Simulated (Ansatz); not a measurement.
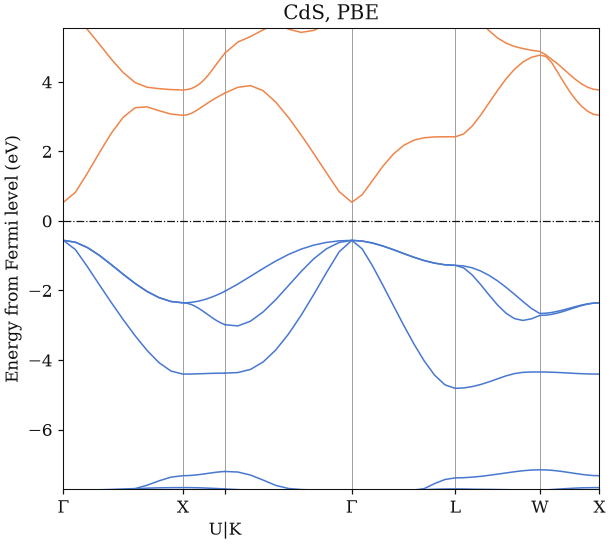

Band structure of zincblende CdS, space group F-43m, 2 atoms in the primitive cell, relaxed with r2SCAN (cubic a = 5.878 Å). Level of theory: PBE, Ansatz PAW set, no spin polarisation, no spin-orbit coupling, 8×8×8 k mesh, 420 eV cutoff, Fermi-Dirac smearing of 0.02 eV; code Ansatz. Energies are counted from the Fermi level.

The bands leave a gap. The gap along this path is 1.10 eV and direct: both edges lie at Γ. Three bands meet at the valence-band top at Γ: it is triply degenerate (spin aside). The top valence band spans 2.1 eV and the lowest conduction band 4.2 eV. The direct gaps are 7.43 eV at W, 1.10 eV at Γ and 3.70 eV at L.

LDA, GGA and most meta-GGA functionals understate gaps. The usual form of CdS is wurtzite, though both occur.
